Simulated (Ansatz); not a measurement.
Run report: Fe2Co, geometry relaxation (part 2 of 2)

Fe2Co (6 atoms in the cell); DFT PBE, scalar-relativistic, plane waves, PAW, no spin polarisation (Ansatz 0.2.0); cutoff 420 eV, 4×4×4 k-mesh, Gaussian smearing of 0.1 eV. The structure was made by swapping elements on the sites of another compound; it need not be a known phase. It belongs to a series of runs on one base structure; here: beta-cristobalite type (Fd-3m, No. 227).

Geometry of the input (Å; fractional positions):
```
0.0000  3.4992  3.4992
3.4992  0.0000  3.4992
3.4992  3.4992  0.0000
Fe 0.6250  0.6250  0.6250
Fe 0.1250  0.6250  0.6250
Fe 0.6250  0.6250  0.1250
Fe 0.6250  0.1250  0.6250
Co 0.5000  0.5000  0.5000
Co 0.7500  0.7500  0.7500
```

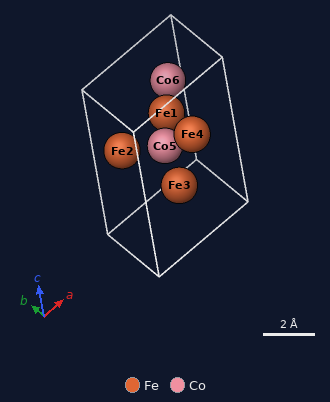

**Figure 1.** The geometry at step 8 of the log (spheres-only view of the cell of the calculation, seen slightly off an axis; atoms are numbered from 1 in the order of the input).

**What the program printed, continued**
```
SCF iter   1: F=—  HF=-28154.682031 eV  |F-HF|=—  |Δ(HF+E_count)|=         —  Δρ=1.56e-3  dr2=3.12e-3  ethr=2.47e-6  ⟨swp⟩=3.0  Hψ=2806  notcnv=0
preconditioner: auto → LDOS  [metal: Δε(μ)=0.020 eV  Ē_g=2.402 eV  σ=0.100 eV  W_gap=0.11  n_scr=58 (ndim 8)  ℏωp=17.9 eV  f_vac=0.448  D(μ)=44.77/eV (n_scr^D=868)  β→1.0]
SCF iter   2: F=—  HF=-28154.742897 eV  |F-HF|=—  |Δ(HF+E_count)|=   6.09e-2  Δρ=2.90e-3  dr2=1.32e-2  ethr=2.47e-6  ⟨swp⟩=3.0  Hψ=855  notcnv=0  recentre
SCF iter   3: F=—  HF=-28154.725036 eV  |F-HF|=—  |Δ(HF+E_count)|=   1.79e-2  Δρ=7.43e-4  dr2=6.13e-4  ethr=2.47e-6  ⟨swp⟩=2.2  Hψ=689  notcnv=0
SCF iter   4: F=—  HF=-28154.738052 eV  |F-HF|=—  |Δ(HF+E_count)|=   1.30e-2  Δρ=1.15e-3  dr2=2.17e-3  ethr=6.26e-7  ⟨swp⟩=2.9  Hψ=706  notcnv=0  recentre
SCF iter   5: F=—  HF=-28154.741093 eV  |F-HF|=—  |Δ(HF+E_count)|=   3.04e-3  Δρ=4.80e-4  dr2=4.45e-4  ethr=6.26e-7  ⟨swp⟩=2.0  Hψ=644  notcnv=0
SCF iter   6: F=—  HF=-28154.742561 eV  |F-HF|=—  |Δ(HF+E_count)|=   1.47e-3  Δρ=1.13e-4  dr2=2.94e-5  ethr=4.54e-7  ⟨swp⟩=2.0  Hψ=612  notcnv=0
SCF iter   7: F=—  HF=-28154.742730 eV  |F-HF|=—  |Δ(HF+E_count)|=   1.69e-4  Δρ=8.44e-5  dr2=7.84e-6  ethr=3.00e-8  ⟨swp⟩=2.0  Hψ=668  notcnv=0
SCF iter   8: F=—  HF=-28154.742594 eV  |F-HF|=—  |Δ(HF+E_count)|=   1.36e-4  Δρ=5.78e-5  dr2=6.86e-6  ethr=8.00e-9  ⟨swp⟩=2.0  Hψ=664  notcnv=0
SCF iter   9: F=—  HF=-28154.742597 eV  |F-HF|=—  |Δ(HF+E_count)|=   3.56e-6  Δρ=2.82e-5  dr2=1.58e-6  ethr=7.00e-9  ⟨swp⟩=1.9  Hψ=517  notcnv=0
SCF iter  10: F=—  HF=-28154.742598 eV  |F-HF|=—  |Δ(HF+E_count)|=   7.92e-7  Δρ=4.33e-6  dr2=2.66e-8  ethr=1.61e-9  ⟨swp⟩=2.0  Hψ=606  notcnv=0
SCF iter  11: F=—  HF=-28154.742598 eV  |F-HF|=—  |Δ(HF+E_count)|=   2.52e-8  Δρ=2.69e-6  dr2=1.20e-8  ethr=2.71e-11  ⟨swp⟩=2.0  Hψ=640  notcnv=0
SCF iter  12: F=-28154.742598 eV  HF=-28154.742598 eV  |F-HF|=1.96e-9  |Δ(HF+E_count)|=  3.31e-10  Δρ=1.03e-6  dr2=2.16e-9  ethr=3.92e-12  ⟨swp⟩=3.0  Hψ=1573  notcnv=0
SCF 16 converged in 12 iterations: F = -28154.742598 eV  dr2 = 2.16e-9
relax step  16: F+E_penalty+E_count = -28154.74259816 eV  Δ(F+E_penalty+E_count) = -6.801e-3 eV  max|allowed force component| = 5.937e-17 eV/Å  Δτ_max = 0.0000 Å  P = +0.108 GPa  Ω = 216.157 Å³  stress off target by 1.08e-1 GPa  SCF on the basis re-selected at this cell (its energy is not comparable with the rows above)  (12 SCF iters)
basis re-selected at this cell: Δ(F+E_penalty+E_count) = -6.801e-3 eV, ΔP = -0.030 GPa vs the last step (what re-selecting the basis moved, of the pressure what is left beyond the Pulay correction that the steps carried, after the strain that the cell walked since its last selection, with what the two solves' SCF thresholds leave and, on support functions, any second-order correction that the steps lacked; it is no measure of the basis error at this ecutwfc). The dense FFT grid was sized anew with the basis: this SCF ran on 48×48×48 points, the steps before it on 45×45×45, so part of this shift can come from that change (see relax.cell in the input reference). This SCF's stress stands 1.08e-1 GPa from its target on what of the cell is left free (relax.cell.stress_tol is 4.00e-1 GPa) and its largest allowed force component is 5.94e-17 eV/Å (relax.f_tol is 4.00e-2 eV/Å): within both
SCF converged after 12 iterations
Free energy (F): -28154.742598 eV
Harris-Foulkes:  -28154.742598 eV  (|F-HF|=1.96e-9)
Internal energy: -28154.520937 eV  (E = F + TS)
E sigma→0 (E₀):  -28154.631768 eV
Entropy (-TS):   -0.221661 eV (-36.943 meV/atom)
Fermi energy:    2.624595 eV
--- Per-component energies (eV) ---
  E_band       = -2862.850969
  E_kinetic    = 2321.197936
  E_local      = -30548.202244  (includes V_loc(G=0)·N_el)
  E_nonlocal   = 1811.313668
  E_hartree    = 13384.699231
  E_xc         = -774.189032
  E_vxc        = -996.277186  (∫ρ·V_xc dr)
  E_paw        = -8519.506342  (= ΣΔE_a)
  E_vpaw       = -2220.287500  (= ΣTr[D̂ρ^β])
  E_aug_tail   = 0.003202  (compensation charges beyond the density's cutoff)
  E_ewald      = -5829.837357
  E_smearing   = -0.221661  (= −TS)
  E_closure    = -0.000000  (closes the sum)
  Σ components = -28154.742598   (vs F -28154.742598, Δ=0.00e0)
--- Forces (eV/Å), atoms counted from 1 ---
  atom   1  Fe     0.00000000    -0.00000000     0.00000000
  atom   2  Fe    -0.00000000    -0.00000000     0.00000000
  atom   3  Fe     0.00000000    -0.00000000    -0.00000000
  atom   4  Fe    -0.00000000    -0.00000000     0.00000000
  atom   5  Co     0.00000000     0.00000000    -0.00000000
  atom   6  Co     0.00000000     0.00000000     0.00000000
  max |Σ_I F_I| component: 5.55e-17 eV/Å
--- Stress (GPa, compression-positive) ---
        0.108124       0.000000       0.000000
        0.000000       0.108124       0.000000
        0.000000       0.000000       0.108124
  P = ⅓ Tr σ = 0.1081 GPa (1.081 kbar)
--- Band table (eV; the first three rows and the last of 8) ---
  k-point 0: bands = ["-92.6595", "-92.6581", "-83.7786", "-83.7786", "-83.7786", "-83.7777", "-56.0209", "-56.0209", "-56.0209", "-55.9826", "-55.9826", "-55.9826", "-50.3829", "-50.3285", "-50.3285", "-50.3285", "-49.6604", "-49.6604", "-49.6582", "-49.6582", "-49.6582", "-49.6556", "-49.6556", "-49.6556", "-2.0901", "-0.9281", "-0.9281", "-0.9281", "-0.7424", "-0.7424", "0.5041", "0.5041", "0.6813", "0.6813", "0.6813", "0.7538", "0.7538", "0.7538", "1.3078", "1.7161", "2.1253", "2.1253", "2.1253", "2.2579", "2.2579", "2.2579", "2.5524", "2.5524", "2.7098", "2.7098", "2.7098", "3.2874", "3.2874", "3.2874", "3.6128", "3.6128", "4.5264", "4.5264", "4.5264"]
  k-point 1: bands = ["-92.6593", "-92.6582", "-83.7786", "-83.7786", "-83.7785", "-83.7778", "-56.0207", "-56.0207", "-56.0167", "-55.9868", "-55.9827", "-55.9827", "-50.3771", "-50.3341", "-50.3284", "-50.3284", "-49.6600", "-49.6600", "-49.6583", "-49.6581", "-49.6581", "-49.6560", "-49.6560", "-49.6556", "-1.9134", "-0.9128", "-0.9026", "-0.9026", "-0.6622", "-0.6622", "0.1322", "0.1822", "0.1822", "0.5941", "0.5941", "0.7559", "1.0092", "1.0092", "1.5300", "1.8346", "2.2066", "2.2066", "2.2103", "2.2571", "2.3560", "2.3560", "2.5455", "2.5455", "2.6605", "2.6605", "2.7084", "3.0939", "3.2360", "3.2360", "3.4249", "3.4249", "3.7060", "4.5564", "4.5564"]
  k-point 2: bands = ["-92.6591", "-92.6584", "-83.7786", "-83.7786", "-83.7783", "-83.7779", "-56.0206", "-56.0206", "-56.0108", "-55.9928", "-55.9829", "-55.9829", "-50.3692", "-50.3420", "-50.3284", "-50.3284", "-49.6597", "-49.6597", "-49.6583", "-49.6578", "-49.6578", "-49.6567", "-49.6567", "-49.6556", "-1.6654", "-0.9337", "-0.8810", "-0.8810", "-0.5170", "-0.5170", "-0.1943", "-0.1014", "-0.1014", "0.5570", "0.5570", "0.5605", "1.1091", "1.1091", "1.5389", "2.0109", "2.2563", "2.3139", "2.3139", "2.5120", "2.5120", "2.5383", "2.5383", "2.5665", "2.5665", "2.6603", "2.6918", "2.7069", "3.1915", "3.1915", "3.2278", "3.2278", "3.2818", "4.5938", "4.5938"]
  k-point 7: bands = ["-92.6588", "-92.6588", "-83.7786", "-83.7786", "-83.7781", "-83.7781", "-56.0203", "-56.0203", "-56.0018", "-56.0018", "-55.9832", "-55.9832", "-50.3556", "-50.3556", "-50.3284", "-50.3284", "-49.6592", "-49.6592", "-49.6585", "-49.6585", "-49.6571", "-49.6571", "-49.6564", "-49.6564", "-1.2687", "-1.2687", "-0.8108", "-0.8108", "-0.3811", "-0.3811", "-0.3288", "-0.3288", "0.1804", "0.1804", "0.1846", "0.1846", "1.6496", "1.6496", "1.8313", "1.8313", "2.2091", "2.2091", "2.3014", "2.3014", "2.4667", "2.4667", "2.5132", "2.5132", "2.5743", "2.5743", "2.7449", "2.7449", "3.0471", "3.0471", "3.0532", "3.0532", "3.7722", "3.7722", "5.4767"]
--- Relaxed structure (13 steps of the walk, 13 accepted, 3 SCFs on fresh bases) ---
  F+E_penalty+E_count = -28154.74259816 eV   max|allowed force component| = 5.937e-17 eV/Å   (the final SCF, on the basis selected at the relaxed cell)
  cell:  # Å, volume = 216.1573 Å³
    - [2.980792620737296e-33, 4.763359046421344, 4.7633590464213444]
    - [4.763359046421344, 5.120848911566692e-33, 4.7633590464213444]
    - [4.763359046421344, 4.763359046421344, 1.9107645123358438e-34]
  atoms:
    - { symbol: Fe, position: [0.6249999999999999, 0.6249999999999999, 0.6250000000000001] }
    - { symbol: Fe, position: [0.12499999999999989, 0.6249999999999999, 0.6250000000000001] }
    - { symbol: Fe, position: [0.6249999999999999, 0.6249999999999999, 0.1250000000000001] }
    - { symbol: Fe, position: [0.6249999999999999, 0.12499999999999989, 0.6250000000000001] }
    - { symbol: Co, position: [0.4999999999999999, 0.4999999999999999, 0.5000000000000001] }
    - { symbol: Co, position: [0.75, 0.75, 0.7500000000000002] }
```

**Trajectory as extended XYZ (Å, eV, eV/Å), 16 frames, from step=1 to step=16**
```
6
Lattice="0.0000 3.4992 3.4992 3.4992 0.0000 3.4992 3.4992 3.4992 0.0000" Properties=species:S:1:pos:R:3:forces:R:3 step=1 energy=-28110.03972 pressure_GPa=239.57
Fe    4.3740    4.3740    4.3740    0.0000   0.0000   0.0000
Fe    4.3740    2.6244    2.6244    0.0000   0.0000   0.0000
Fe    2.6244    2.6244    4.3740    0.0000   0.0000   0.0000
Fe    2.6244    4.3740    2.6244    0.0000   0.0000   0.0000
Co    3.4992    3.4992    3.4992    0.0000   0.0000   0.0000
Co    5.2488    5.2488    5.2488    0.0000   0.0000   0.0000
6
Lattice="0.0000 3.6698 3.6698 3.6698 0.0000 3.6698 3.6698 3.6698 0.0000" Properties=species:S:1:pos:R:3:forces:R:3 step=2 energy=-28125.62736 pressure_GPa=154.21
Fe    4.5872    4.5872    4.5872    0.0000   0.0000   0.0000
Fe    4.5872    2.7523    2.7523    0.0000   0.0000   0.0000
Fe    2.7523    2.7523    4.5872    0.0000   0.0000   0.0000
Fe    2.7523    4.5872    2.7523    0.0000   0.0000   0.0000
Co    3.6698    3.6698    3.6698    0.0000   0.0000   0.0000
Co    5.5047    5.5047    5.5047    0.0000   0.0000   0.0000
6
Lattice="0.0000 3.8404 3.8404 3.8404 0.0000 3.8404 3.8404 3.8404 0.0000" Properties=species:S:1:pos:R:3:forces:R:3 step=3 energy=-28136.41358 pressure_GPa=95.21
Fe    4.8005    4.8005    4.8005    0.0000   0.0000   0.0000
Fe    4.8005    2.8803    2.8803    0.0000   0.0000   0.0000
Fe    2.8803    2.8803    4.8005    0.0000   0.0000   0.0000
Fe    2.8803    4.8005    2.8803    0.0000   0.0000   0.0000
Co    3.8404    3.8404    3.8404    0.0000   0.0000   0.0000
Co    5.7606    5.7606    5.7606    0.0000   0.0000   0.0000
6
Lattice="0.0000 4.0110 4.0110 4.0110 0.0000 4.0110 4.0110 4.0110 0.0000" Properties=species:S:1:pos:R:3:forces:R:3 step=4 energy=-28143.15855 pressure_GPa=48.99
Fe    5.0137    5.0137    5.0137    0.0000   0.0000   0.0000
Fe    5.0137    3.0082    3.0082    0.0000   0.0000   0.0000
Fe    3.0082    3.0082    5.0137    0.0000   0.0000   0.0000
Fe    3.0082    5.0137    3.0082    0.0000   0.0000   0.0000
Co    4.0110    4.0110    4.0110    0.0000   0.0000   0.0000
Co    6.0164    6.0164    6.0164    0.0000   0.0000   0.0000
6
Lattice="0.0000 4.1815 4.1815 4.1815 0.0000 4.1815 4.1815 4.1815 0.0000" Properties=species:S:1:pos:R:3:forces:R:3 step=5 energy=-28145.90223 pressure_GPa=7.55
Fe    5.2269    5.2269    5.2269    0.0000   0.0000   0.0000
Fe    5.2269    3.1362    3.1362    0.0000   0.0000   0.0000
Fe    3.1362    3.1362    5.2269    0.0000   0.0000   0.0000
Fe    3.1362    5.2269    3.1362    0.0000   0.0000   0.0000
Co    4.1815    4.1815    4.1815    0.0000   0.0000   0.0000
Co    6.2723    6.2723    6.2723    0.0000   0.0000   0.0000
6
Lattice="0.0000 4.2159 4.2159 4.2159 0.0000 4.2159 4.2159 4.2159 0.0000" Properties=species:S:1:pos:R:3:forces:R:3 step=6 energy=-28145.93363 pressure_GPa=-0.68
Fe    5.2699    5.2699    5.2699    0.0000   0.0000   0.0000
Fe    5.2699    3.1619    3.1619    0.0000   0.0000   0.0000
Fe    3.1619    3.1619    5.2699    0.0000   0.0000   0.0000
Fe    3.1619    5.2699    3.1619    0.0000   0.0000   0.0000
Co    4.2159    4.2159    4.2159    0.0000   0.0000   0.0000
Co    6.3238    6.3238    6.3238    0.0000   0.0000   0.0000
6
Lattice="0.0000 4.2130 4.2130 4.2130 0.0000 4.2130 4.2130 4.2130 0.0000" Properties=species:S:1:pos:R:3:forces:R:3 step=7 energy=-28145.93812 pressure_GPa=0.01
Fe    5.2663    5.2663    5.2663    0.0000   0.0000   0.0000
Fe    5.2663    3.1598    3.1598    0.0000   0.0000   0.0000
Fe    3.1598    3.1598    5.2663    0.0000   0.0000   0.0000
Fe    3.1598    5.2663    3.1598    0.0000   0.0000   0.0000
Co    4.2130    4.2130    4.2130    0.0000   0.0000   0.0000
Co    6.3195    6.3195    6.3195    0.0000   0.0000   0.0000
6
Lattice="0.0000 4.2130 4.2130 4.2130 0.0000 4.2130 4.2130 4.2130 0.0000" Properties=species:S:1:pos:R:3:forces:R:3 step=8 energy=-28149.96554 pressure_GPa=31.55
Fe    5.2663    5.2663    5.2663    0.0000   0.0000   0.0000
Fe    5.2663    3.1598    3.1598    0.0000   0.0000   0.0000
Fe    3.1598    3.1598    5.2663    0.0000   0.0000   0.0000
Fe    3.1598    5.2663    3.1598    0.0000   0.0000   0.0000
Co    4.2130    4.2130    4.2130    0.0000   0.0000   0.0000
Co    6.3195    6.3195    6.3195    0.0000   0.0000   0.0000
6
Lattice="0.0000 4.3380 4.3380 4.3380 0.0000 4.3380 4.3380 4.3380 0.0000" Properties=species:S:1:pos:R:3:forces:R:3 step=9 energy=-28152.12307 pressure_GPa=20.02
Fe    5.4225    5.4225    5.4225    0.0000   0.0000   0.0000
Fe    5.4225    3.2535    3.2535    0.0000   0.0000   0.0000
Fe    3.2535    3.2535    5.4225    0.0000   0.0000   0.0000
Fe    3.2535    5.4225    3.2535    0.0000   0.0000   0.0000
Co    4.3380    4.3380    4.3380    0.0000   0.0000   0.0000
Co    6.5070    6.5070    6.5070    0.0000   0.0000   0.0000
6
Lattice="0.0000 4.5070 4.5070 4.5070 0.0000 4.5070 4.5070 4.5070 0.0000" Properties=species:S:1:pos:R:3:forces:R:3 step=10 energy=-28153.79641 pressure_GPa=8.40
Fe    5.6338    5.6338    5.6338    0.0000   0.0000   0.0000
Fe    5.6338    3.3803    3.3803    0.0000   0.0000   0.0000
Fe    3.3803    3.3803    5.6338    0.0000   0.0000   0.0000
Fe    3.3803    5.6338    3.3803    0.0000   0.0000   0.0000
Co    4.5070    4.5070    4.5070    0.0000   0.0000   0.0000
Co    6.7605    6.7605    6.7605    0.0000   0.0000   0.0000
6
Lattice="0.0000 4.6469 4.6469 4.6469 0.0000 4.6469 4.6469 4.6469 0.0000" Properties=species:S:1:pos:R:3:forces:R:3 step=11 energy=-28154.24109 pressure_GPa=0.56
Fe    5.8086    5.8086    5.8086    0.0000   0.0000   0.0000
Fe    5.8086    3.4852    3.4852    0.0000   0.0000   0.0000
Fe    3.4852    3.4852    5.8086    0.0000   0.0000   0.0000
Fe    3.4852    5.8086    3.4852    0.0000   0.0000   0.0000
Co    4.6469    4.6469    4.6469    0.0000   0.0000   0.0000
Co    6.9703    6.9703    6.9703    0.0000   0.0000   0.0000
6
Lattice="0.0000 4.6576 4.6576 4.6576 0.0000 4.6576 4.6576 4.6576 0.0000" Properties=species:S:1:pos:R:3:forces:R:3 step=12 energy=-28154.24099 pressure_GPa=-0.01
Fe    5.8220    5.8220    5.8220    0.0000   0.0000   0.0000
Fe    5.8220    3.4932    3.4932    0.0000   0.0000   0.0000
Fe    3.4932    3.4932    5.8220    0.0000   0.0000   0.0000
Fe    3.4932    5.8220    3.4932    0.0000   0.0000   0.0000
Co    4.6576    4.6576    4.6576    0.0000   0.0000   0.0000
Co    6.9864    6.9864    6.9864    0.0000   0.0000   0.0000
6
Lattice="0.0000 4.6576 4.6576 4.6576 0.0000 4.6576 4.6576 4.6576 0.0000" Properties=species:S:1:pos:R:3:forces:R:3 step=13 energy=-28154.60868 pressure_GPa=3.12
Fe    5.8220    5.8220    5.8220    0.0000   0.0000   0.0000
Fe    5.8220    3.4932    3.4932    0.0000   0.0000   0.0000
Fe    3.4932    3.4932    5.8220    0.0000   0.0000   0.0000
Fe    3.4932    5.8220    3.4932    0.0000   0.0000   0.0000
Co    4.6576    4.6576    4.6576    0.0000   0.0000   0.0000
Co    6.9864    6.9864    6.9864    0.0000   0.0000   0.0000
6
Lattice="0.0000 4.7165 4.7165 4.7165 0.0000 4.7165 4.7165 4.7165 0.0000" Properties=species:S:1:pos:R:3:forces:R:3 step=14 energy=-28154.71180 pressure_GPa=1.35
Fe    5.8956    5.8956    5.8956    0.0000   0.0000   0.0000
Fe    5.8956    3.5373    3.5373    0.0000   0.0000   0.0000
Fe    3.5373    3.5373    5.8956    0.0000   0.0000   0.0000
Fe    3.5373    5.8956    3.5373    0.0000   0.0000   0.0000
Co    4.7165    4.7165    4.7165    0.0000   0.0000   0.0000
Co    7.0747    7.0747    7.0747    0.0000   0.0000   0.0000
6
Lattice="0.0000 4.7634 4.7634 4.7634 0.0000 4.7634 4.7634 4.7634 0.0000" Properties=species:S:1:pos:R:3:forces:R:3 step=15 energy=-28154.73580 pressure_GPa=0.14
Fe    5.9542    5.9542    5.9542    0.0000   0.0000   0.0000
Fe    5.9542    3.5725    3.5725    0.0000   0.0000   0.0000
Fe    3.5725    3.5725    5.9542    0.0000   0.0000   0.0000
Fe    3.5725    5.9542    3.5725    0.0000   0.0000   0.0000
Co    4.7634    4.7634    4.7634    0.0000   0.0000   0.0000
Co    7.1450    7.1450    7.1450    0.0000   0.0000   0.0000
6
Lattice="0.0000 4.7634 4.7634 4.7634 0.0000 4.7634 4.7634 4.7634 0.0000" Properties=species:S:1:pos:R:3:forces:R:3 step=16 energy=-28154.74260 pressure_GPa=0.11
Fe    5.9542    5.9542    5.9542    0.0000   0.0000   0.0000
Fe    5.9542    3.5725    3.5725    0.0000   0.0000   0.0000
Fe    3.5725    3.5725    5.9542    0.0000   0.0000   0.0000
Fe    3.5725    5.9542    3.5725    0.0000   0.0000   0.0000
Co    4.7634    4.7634    4.7634    0.0000   0.0000   0.0000
Co    7.1450    7.1450    7.1450    0.0000   0.0000   0.0000
```

**Results in brief**

| quantity | value |
| --- | --- |
| outcome | converged |
| space group (tolerance 0.01 Å) | Fd-3m (227) |
| electrons treated | 98 |
| free energy | −28154.7426 eV |
| Fermi energy | 2.625 eV |
| gap on the k-point mesh | none (metallic) |
| pressure | 0.11 GPa |
| final volume | 216.16 Å³ |
| largest force (length of the vector) at the end | under 0.001 eV/Å |
| final cell | a = 6.736 Å, b = 6.736 Å, c = 6.736 Å, α = 60.00°, β = 60.00°, γ = 60.00° |
| hardware | 1 thread of Arm Neoverse V2, 128 GiB of memory available, shared host |
| wall time | 95 s |
| peak memory | 0.51 GiB |

**Notes**

The run has no spin polarisation, so a magnetic state may lie lower.
